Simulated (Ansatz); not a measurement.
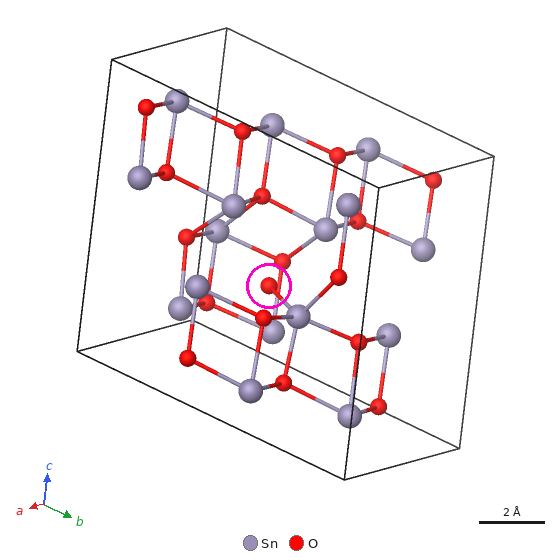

The figure gives a ball-and-stick picture of the atoms, viewed slightly off an axis. The outline marks the supercell. The host is SnO, in a cell of 32 sites, and the cell carries a charge of -1. A ring marks the defect's site.

Question: What defect is present?

Answer: An interstitial oxygen atom. It is bonded to one Sn at about 2.0 Å.

The atoms were relaxed in the host's cell with Ansatz 0.2.0, DFT PBE, scalar-relativistic, plane waves, PAW.
